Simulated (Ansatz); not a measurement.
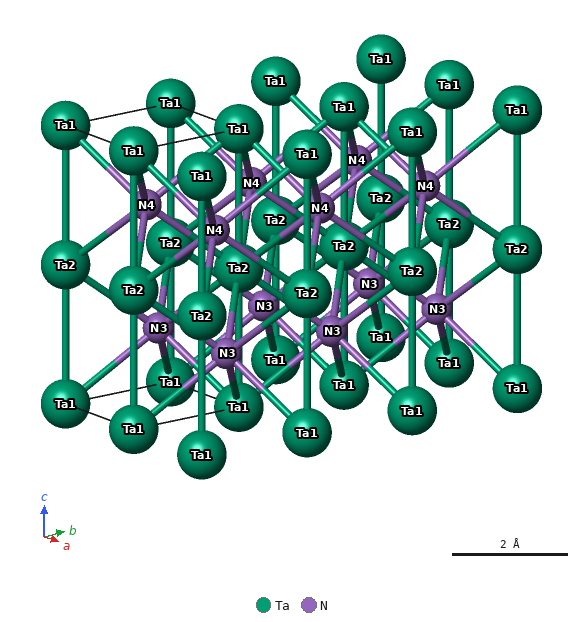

Figure 1. The input geometry (ball-and-stick view of the cell of the calculation, repeated 2 × 3 × 1, seen slightly off an axis; atoms are numbered from 1 in the order of the input).

# TaN: single-point calculation (part 1 of 2)

- system: TaN (P6₃/mmc, 4 atoms in the cell)
- method: DFT PBEsol+U, scalar-relativistic, plane waves, PAW, Ueff = 4 eV on Ta atom 1 d; Ueff = 4 eV on Ta atom 2 d, spin-polarised (Ansatz 0.2.0)

The structure derives from an entry of the Crystallography Open Database. It belongs to a series of runs on one base structure; here: random orbitals: random, high filling. Figures and captions count atoms from 1; the log counts them from 0 in places.

What the program printed:
```
Warning: crystal.symmetry: narrowed to the stabiliser of the occupation matrices — unitary ops 24 → 2; lowered by the specified shells (site 0, l: d), (site 1, l: d); largest admitted image defect 4.4e-16, smallest excluded 4.3e-1 — at a splitting's scale: the group the occupation matrices' own texture admits
Ta: projections on atomic orbitals take those of the free atom [Kr 4d10 4f14] 5s2 5p6 5d3 6s2, of charge +0.00 (hamiltonian.pseudopotentials.projection_atoms); the dataset's partial waves leave at most 6.0e-5 of an orbital's norm unspanned inside its sphere
N: projections on atomic orbitals take those of the free atom [He] 2s2 2p3, of charge +0.00 (hamiltonian.pseudopotentials.projection_atoms); the dataset's partial waves leave at most 9.3e-9 of an orbital's norm unspanned inside its sphere
Engine: ansatz 0.2.0, aarch64-unknown-linux-gnu
Pseudopotentials: kind: paw
Pseudopotential: Ta, paw, valence charge 13, recommended cutoff 420 eV (normal), Ta.paw.azcp
Pseudopotential: N, paw, valence charge 5, recommended cutoff 420 eV (normal), N.paw.azcp
Functional definition: PBEsol
  exchange = pbesol_x
  correlation = pbesol_c
Crystal: 4 atoms, lattice volume = 39.569 Å³
Basis set: ecut = 420 eV, 785 PW (Γ), exchange–correlation on 48×48×72 points (8 copies of the dense FFT grid, shifted against one another)
Bands: 24, of which v1, the nominal top of the filled ones, is band 18 counted from 1 (17 counted from 0)
Symmetry: 2 space group operations
k-points: 99 of 196
Non-local potential: Ta, projectors of the file, l = 0: 3, l = 1: 2, l = 2: 2, l = 3: 1
Non-local potential: N, projectors of the file, l = 0: 2, l = 1: 2, l = 2: 1
PAW form: soft (Blöchl's): semilocal exchange-correlation on the pseudo side does not see the compensation charge
PAW frozen core: Ta, regenerated for the run's functional, and the local potential with it (the file was generated under x = pbe(κ = 0.804, μ = 0.2195149727645171), c = pbe(β = 0.06672455060314922))
PAW frozen core: N, regenerated for the run's functional, and the local potential with it (the file was generated under x = pbe(κ = 0.804, μ = 0.2195149727645171), c = pbe(β = 0.06672455060314922))
PAW one-centre angular grid: Ta, 590 points (default); XC on 64 Gauss nodes
PAW one-centre angular grid: N, 110 points (default); XC on 64 Gauss nodes
Initial density: superposition of atomic densities (chi_scale 0.1, normalization cell, long waves kept (reshape's long-wave potential 0.00 eV rms))
Starting moments: Σ|m| = 4 μB on 2 of 4 sites
Initial wavefunctions: pseudopotential atomic-orbital guess
Functional: x = pbesol(κ = 0.804, μ = 0.12345679012345678), c = pbesol(β = 0.046)
SCF iter   1: F=—  HF=-20358.064059 eV  |F-HF|=—  |Δ(HF+E_count)|=         —  Δρ=7.90e-2 (↑7.65e-2 ↓7.90e-2)  dr2=2.77e0  dr2_m=1.51e0  M=2.176 μB ∫|m|=2.233 μB  β_m=0.30  ethr=3.10e-3  ⟨swp⟩=6.0  Hψ=21836  notcnv=0
preconditioner: auto → none  [insulator: Δε(μ)=0.051 eV  Ē_g=11.867 eV  σ=0.050 eV  W_gap=0.53  n_scr=10 (ndim 8)  ℏωp=26.4 eV  f_vac=0.000  D(μ)=0.99/eV (n_scr^D=2)  ε∞_Penn≈5.9]
SCF iter   2: F=—  HF=-20357.674362 eV  |F-HF|=—  |Δ(HF+E_count)|=   3.90e-1  Δρ=5.46e-2 (↑4.72e-2 ↓5.46e-2)  dr2=4.16e-1  dr2_m=7.75e-1  M=2.084 μB ∫|m|=2.173 μB  β_m=0.30  ethr=3.10e-3  ⟨swp⟩=2.0  Hψ=9102  notcnv=0  defer=292
preconditioner: auto → Kerker (q_TF=auto, 2.686 Å⁻¹)  [metal: Δε(μ)=0.002 eV  Ē_g=11.433 eV  σ=0.050 eV  W_gap=0.03  n_scr=10 (ndim 8)  ℏωp=26.4 eV  f_vac=0.000  D(μ)=2.36/eV (n_scr^D=22)]
spin=Collinear: Kerker preconditioning applied to the charge; magnetization (m = ρ↑ − ρ↓) channel mixes plain (no charge-response kernel on spin).
SCF iter   3: F=—  HF=-20357.794130 eV  |F-HF|=—  |Δ(HF+E_count)|=   1.20e-1  Δρ=3.97e-2 (↑3.35e-2 ↓3.97e-2)  dr2=2.14e-1  dr2_m=4.04e-1  M=2.027 μB ∫|m|=2.125 μB  β_m=0.30  ethr=1.16e-3  ⟨swp⟩=1.7  Hψ=4941  notcnv=0  defer=291
SCF iter   4: F=—  HF=-20357.843500 eV  |F-HF|=—  |Δ(HF+E_count)|=   4.94e-2  Δρ=2.42e-2 (↑2.40e-2 ↓2.42e-2)  dr2=6.42e-3  dr2_m=2.09e-1  M=2.012 μB ∫|m|=2.106 μB  β_m=0.30  ethr=5.95e-4  ⟨swp⟩=2.5  Hψ=7373  notcnv=0  defer=291
SCF iter   5: F=—  HF=-20357.882057 eV  |F-HF|=—  |Δ(HF+E_count)|=   3.86e-2  Δρ=1.74e-2 (↑1.73e-2 ↓1.74e-2)  dr2=2.50e-3  dr2_m=1.08e-1  M=1.990 μB ∫|m|=2.086 μB  β_m=0.30  ethr=1.78e-5  ⟨swp⟩=2.5  Hψ=8557  notcnv=0  defer=274
SCF iter   6: F=—  HF=-20357.902606 eV  |F-HF|=—  |Δ(HF+E_count)|=   2.05e-2  Δρ=1.25e-2 (↑1.25e-2 ↓1.24e-2)  dr2=4.69e-4  dr2_m=5.63e-2  M=1.975 μB ∫|m|=2.070 μB  β_m=0.30  ethr=6.94e-6  ⟨swp⟩=2.3  Hψ=7715  notcnv=0  defer=274
Mixer restart at iter 6: flushing history
SCF iter   7: F=—  HF=-20359.817994 eV  |F-HF|=—  |Δ(HF+E_count)|=         —  Δρ=1.26e-2 (↑1.22e-2 ↓1.26e-2)  dr2=2.27e-2  dr2_m=4.92e-2  M=1.762 μB ∫|m|=1.859 μB  β_m=0.30  ethr=1.30e-6  ⟨swp⟩=4.1  Hψ=12484  notcnv=0  defer=274
Mixer restart at iter 7: flushing history
spin-set hold released at iteration 7 (site moments contracting): the magnetisation degrees of freedom join the quasi-Newton model from the next iteration; the mixer history was flushed
SCF iter   8: F=—  HF=-20360.947981 eV  |F-HF|=—  |Δ(HF+E_count)|=    1.13e0  Δρ=1.20e-2 (↑1.20e-2 ↓1.18e-2)  dr2=3.76e-2  dr2_m=4.03e-2  M=1.632 μB ∫|m|=1.720 μB  β_m=0.65  ethr=1.30e-6  ⟨swp⟩=2.8  Hψ=11234  notcnv=0  defer=278
SCF iter   9: F=—  HF=-20362.581417 eV  |F-HF|=—  |Δ(HF+E_count)|=    1.63e0  Δρ=1.01e-2 (↑1.01e-2 ↓4.31e-3)  dr2=2.70e-2  dr2_m=1.19e-2  M=1.212 μB ∫|m|=1.235 μB  β_m=0.82  ethr=1.30e-6  ⟨swp⟩=4.7  Hψ=16742  notcnv=0  defer=280
SCF iter  10: F=—  HF=-20362.614091 eV  |F-HF|=—  |Δ(HF+E_count)|=   3.27e-2  Δρ=4.77e-3 (↑4.77e-3 ↓2.87e-3)  dr2=6.08e-3  dr2_m=3.37e-3  M=1.127 μB ∫|m|=1.143 μB  β_m=0.91  ethr=1.30e-6  ⟨swp⟩=3.1  Hψ=11796  notcnv=0  defer=274
SCF iter  11: F=—  HF=-20362.637368 eV  |F-HF|=—  |Δ(HF+E_count)|=   2.33e-2  Δρ=2.65e-3 (↑2.65e-3 ↓1.49e-3)  dr2=1.62e-3  dr2_m=1.02e-3  M=0.985 μB ∫|m|=1.002 μB  β_m=0.96  ethr=1.30e-6  ⟨swp⟩=3.1  Hψ=10570  notcnv=0  defer=271
SCF iter  12: F=—  HF=-20362.647348 eV  |F-HF|=—  |Δ(HF+E_count)|=   9.98e-3  Δρ=2.29e-3 (↑2.29e-3 ↓1.82e-3)  dr2=9.17e-4  dr2_m=1.23e-3  M=0.854 μB ∫|m|=0.875 μB  β_m=0.98  ethr=1.30e-6  ⟨swp⟩=2.0  Hψ=8485  notcnv=0  defer=272
SCF iter  13: F=—  HF=-20362.669270 eV  |F-HF|=—  |Δ(HF+E_count)|=   2.19e-2  Δρ=2.77e-3 (↑2.77e-3 ↓2.49e-3)  dr2=5.02e-4  dr2_m=2.39e-3  M=0.556 μB ∫|m|=0.613 μB  β_m=0.99  ethr=1.30e-6  ⟨swp⟩=2.9  Hψ=9540  notcnv=0  defer=273
SCF iter  14: F=—  HF=-20362.685536 eV  |F-HF|=—  |Δ(HF+E_count)|=   1.63e-2  Δρ=2.68e-3 (↑2.68e-3 ↓2.15e-3)  dr2=1.27e-3  dr2_m=1.90e-3  M=0.351 μB ∫|m|=0.429 μB  β_m=0.99  ethr=1.30e-6  ⟨swp⟩=2.1  Hψ=8961  notcnv=0  defer=267
SCF iter  15: F=—  HF=-20362.697539 eV  |F-HF|=—  |Δ(HF+E_count)|=   1.20e-2  Δρ=3.07e-3 (↑3.07e-3 ↓2.77e-3)  dr2=1.92e-4  dr2_m=3.02e-3  M=0.194 μB ∫|m|=0.278 μB  β_m=1.00  ethr=1.30e-6  ⟨swp⟩=2.3  Hψ=8702  notcnv=0  defer=258
SCF iter  16: F=—  HF=-20362.685069 eV  |F-HF|=—  |Δ(HF+E_count)|=   1.25e-2  Δρ=2.88e-3 (↑2.88e-3 ↓2.60e-3)  dr2=3.08e-4  dr2_m=2.60e-3  M=0.344 μB ∫|m|=0.413 μB  β_m=0.86  ethr=5.34e-7  ⟨swp⟩=2.2  Hψ=8430  notcnv=0  defer=250
SCF iter  17: F=—  HF=-20362.699657 eV  |F-HF|=—  |Δ(HF+E_count)|=   1.46e-2  Δρ=2.83e-3 (↑2.83e-3 ↓2.58e-3)  dr2=1.07e-3  dr2_m=2.42e-3  M=0.180 μB ∫|m|=0.264 μB  β_m=0.15  ethr=5.34e-7  ⟨swp⟩=3.0  Hψ=9335  notcnv=0  defer=244
SCF iter  18: F=—  HF=-20362.710069 eV  |F-HF|=—  |Δ(HF+E_count)|=   1.04e-2  Δρ=2.65e-3 (↑2.65e-3 ↓2.14e-3)  dr2=1.33e-3  dr2_m=1.74e-3  M=0.090 μB ∫|m|=0.192 μB  β_m=0.64  ethr=5.34e-7  ⟨swp⟩=2.2  Hψ=8552  notcnv=0  defer=239
SCF iter  19: F=—  HF=-20362.717498 eV  |F-HF|=—  |Δ(HF+E_count)|=   7.43e-3  Δρ=3.23e-3 (↑3.23e-3 ↓2.63e-3)  dr2=4.43e-3  dr2_m=2.47e-3  M=-0.034 μB ∫|m|=0.130 μB  β_m=0.76  ethr=5.34e-7  ⟨swp⟩=3.2  Hψ=11264  notcnv=0  defer=242
SCF iter  20: F=—  HF=-20362.719282 eV  |F-HF|=—  |Δ(HF+E_count)|=   1.78e-3  Δρ=2.94e-3 (↑2.94e-3 ↓2.54e-3)  dr2=2.24e-3  dr2_m=2.42e-3  M=-0.066 μB ∫|m|=0.114 μB  β_m=0.74  ethr=5.34e-7  ⟨swp⟩=2.5  Hψ=9308  notcnv=0  defer=246
SCF iter  21: F=—  HF=-20362.721937 eV  |F-HF|=—  |Δ(HF+E_count)|=   2.65e-3  Δρ=1.00e-3 (↑1.00e-3 ↓7.68e-4)  dr2=1.53e-4  dr2_m=2.42e-4  M=0.067 μB ∫|m|=0.110 μB  β_m=0.79  ethr=5.34e-7  ⟨swp⟩=3.0  Hψ=10192  notcnv=0  defer=246
SCF iter  22: F=—  HF=-20362.722654 eV  |F-HF|=—  |Δ(HF+E_count)|=   7.17e-4  Δρ=8.62e-4 (↑8.62e-4 ↓7.38e-4)  dr2=9.54e-5  dr2_m=2.07e-4  M=0.067 μB ∫|m|=0.098 μB  β_m=0.90  ethr=4.26e-7  ⟨swp⟩=2.5  Hψ=8005  notcnv=0  defer=245
SCF iter  23: F=—  HF=-20362.723895 eV  |F-HF|=—  |Δ(HF+E_count)|=   1.24e-3  Δρ=2.50e-4 (↑2.50e-4 ↓1.78e-4)  dr2=9.94e-6  dr2_m=1.39e-5  M=0.037 μB ∫|m|=0.054 μB  β_m=0.95  ethr=2.65e-7  ⟨swp⟩=2.2  Hψ=8178  notcnv=0  defer=247
SCF iter  24: F=—  HF=-20362.724002 eV  |F-HF|=—  |Δ(HF+E_count)|=   1.06e-4  Δρ=1.79e-4 (↑1.79e-4 ↓1.53e-4)  dr2=3.83e-6  dr2_m=9.07e-6  M=0.033 μB ∫|m|=0.045 μB  β_m=0.97  ethr=2.76e-8  ⟨swp⟩=2.2  Hψ=8255  notcnv=0  defer=245
SCF iter  25: F=—  HF=-20362.724075 eV  |F-HF|=—  |Δ(HF+E_count)|=   7.34e-5  Δρ=1.16e-4 (↑1.16e-4 ↓1.00e-4)  dr2=1.62e-6  dr2_m=3.79e-6  M=0.029 μB ∫|m|=0.037 μB  β_m=0.99  ethr=1.06e-8  ⟨swp⟩=2.7  Hψ=8426  notcnv=0  defer=245
SCF iter  26: F=—  HF=-20362.724126 eV  |F-HF|=—  |Δ(HF+E_count)|=   5.05e-5  Δρ=7.50e-5 (↑7.50e-5 ↓6.66e-5)  dr2=1.65e-6  dr2_m=1.31e-6  M=0.023 μB ∫|m|=0.027 μB  β_m=0.99  ethr=4.51e-9  ⟨swp⟩=3.1  Hψ=9516  notcnv=0  defer=245
SCF iter  27: F=—  HF=-20362.724143 eV  |F-HF|=—  |Δ(HF+E_count)|=   1.73e-5  Δρ=5.39e-5 (↑5.39e-5 ↓4.96e-5)  dr2=1.21e-6  dr2_m=6.20e-7  M=0.017 μB ∫|m|=0.021 μB  β_m=1.00  ethr=4.51e-9  ⟨swp⟩=2.5  Hψ=8410  notcnv=0  defer=245
SCF iter  28: F=—  HF=-20362.724153 eV  |F-HF|=—  |Δ(HF+E_count)|=   9.63e-6  Δρ=3.28e-5 (↑3.28e-5 ↓2.60e-5)  dr2=2.09e-7  dr2_m=2.44e-7  M=0.011 μB ∫|m|=0.016 μB  β_m=1.00  ethr=3.36e-9  ⟨swp⟩=2.3  Hψ=8300  notcnv=0  defer=245
SCF iter  29: F=—  HF=-20362.724159 eV  |F-HF|=—  |Δ(HF+E_count)|=   6.20e-6  Δρ=1.63e-5 (↑1.63e-5 ↓1.41e-5)  dr2=1.39e-7  dr2_m=6.28e-8  M=0.005 μB ∫|m|=0.011 μB  β_m=1.00  ethr=5.81e-10  ⟨swp⟩=3.0  Hψ=9762  notcnv=0  defer=246
SCF iter  30: F=—  HF=-20362.724160 eV  |F-HF|=—  |Δ(HF+E_count)|=   8.85e-7  Δρ=1.18e-5 (↑1.10e-5 ↓1.18e-5)  dr2=2.32e-8  dr2_m=4.11e-8  M=0.003 μB ∫|m|=0.010 μB  β_m=1.00  ethr=2.78e-10  ⟨swp⟩=14.1  Hψ=33990  notcnv=0
iter 31 did not close the SCF: its close was put off for a magnetic moment that had not settled (scf_convergence_deferred on its scf_iter line)
SCF iter  31: F=-20362.724161 eV  HF=-20362.724161 eV  |F-HF|=9.72e-8  |Δ(HF+E_count)|=   1.20e-6  Δρ=9.85e-6 (↑5.92e-6 ↓9.85e-6)  dr2=1.05e-8  dr2_m=1.94e-8  M=-0.000 μB ∫|m|=0.008 μB  β_m=1.00  ethr=6.44e-11  ⟨swp⟩=10.2  Hψ=35243  notcnv=0
iter 32 did not close the SCF: its close was put off for a magnetic moment that had not settled (scf_convergence_deferred on its scf_iter line)
SCF iter  32: F=-20362.724161 eV  HF=-20362.724161 eV  |F-HF|=6.61e-8  |Δ(HF+E_count)|=   4.60e-7  Δρ=7.21e-6 (↑5.47e-6 ↓7.21e-6)  dr2=5.08e-9  dr2_m=1.39e-8  M=-0.000 μB ∫|m|=0.008 μB  β_m=1.00  ethr=2.92e-11  ⟨swp⟩=5.7  Hψ=28166  notcnv=0
iter 33 did not close the SCF: its close was put off for a magnetic moment that had not settled (scf_convergence_deferred on its scf_iter line)
SCF iter  33: F=-20362.724162 eV  HF=-20362.724162 eV  |F-HF|=5.75e-8  |Δ(HF+E_count)|=   3.97e-7  Δρ=5.94e-6 (↑5.94e-6 ↓5.76e-6)  dr2=1.29e-9  dr2_m=1.19e-8  M=-0.001 μB ∫|m|=0.007 μB  β_m=1.00  ethr=1.41e-11  ⟨swp⟩=6.2  Hψ=29977  notcnv=0
iter 34 did not close the SCF: its close was put off for a magnetic moment that had not settled (scf_convergence_deferred on its scf_iter line)
SCF iter  34: F=-20362.724162 eV  HF=-20362.724162 eV  |F-HF|=4.44e-8  |Δ(HF+E_count)|=   4.05e-7  Δρ=5.77e-6 (↑5.77e-6 ↓4.81e-6)  dr2=2.17e-9  dr2_m=9.87e-9  M=-0.001 μB ∫|m|=0.006 μB  β_m=1.00  ethr=3.58e-12  ⟨swp⟩=5.2  Hψ=29638  notcnv=0
iter 35 did not close the SCF: its close was put off for a magnetic moment that had not settled (scf_convergence_deferred on its scf_iter line)
SCF iter  35: F=-20362.724163 eV  HF=-20362.724163 eV  |F-HF|=1.94e-8  |Δ(HF+E_count)|=   7.07e-7  Δρ=4.29e-6 (↑4.29e-6 ↓3.82e-6)  dr2=5.25e-9  dr2_m=5.05e-9  M=-0.001 μB ∫|m|=0.004 μB  β_m=0.60  ethr=3.58e-12  ⟨swp⟩=5.9  Hψ=31856  notcnv=0
iter 36 did not close the SCF: its close was put off for a magnetic moment that had not settled (scf_convergence_deferred on its scf_iter line)
SCF iter  36: F=-20362.724163 eV  HF=-20362.724163 eV  |F-HF|=3.83e-9  |Δ(HF+E_count)|=   4.48e-7  Δρ=2.15e-6 (↑2.15e-6 ↓2.05e-6)  dr2=2.49e-9  dr2_m=9.63e-10  M=-0.000 μB ∫|m|=0.002 μB  β_m=1.00  ethr=3.58e-12  ⟨swp⟩=6.0  Hψ=32383  notcnv=0
iter 37 did not close the SCF: its close was put off for a magnetic moment that had not settled (scf_convergence_deferred on its scf_iter line)
SCF iter  37: F=-20362.724163 eV  HF=-20362.724163 eV  |F-HF|=2.62e-10  |Δ(HF+E_count)|=   1.02e-7  Δρ=1.03e-6 (↑1.03e-6 ↓1.01e-6)  dr2=8.10e-10  dr2_m=8.97e-11  M=-0.000 μB ∫|m|=0.000 μB  β_m=1.00  ethr=3.58e-12  ⟨swp⟩=5.5  Hψ=30293  notcnv=0
SCF iter  38: F=-20362.724163 eV  HF=-20362.724163 eV  |F-HF|=3.64e-11  |Δ(HF+E_count)|=   1.64e-9  Δρ=6.55e-7 (↑6.55e-7 ↓5.23e-7)  dr2=3.44e-10  dr2_m=2.17e-11  M=-0.000 μB ∫|m|=0.000 μB  ethr=2.25e-12  ⟨swp⟩=4.9  Hψ=24771  notcnv=0
```
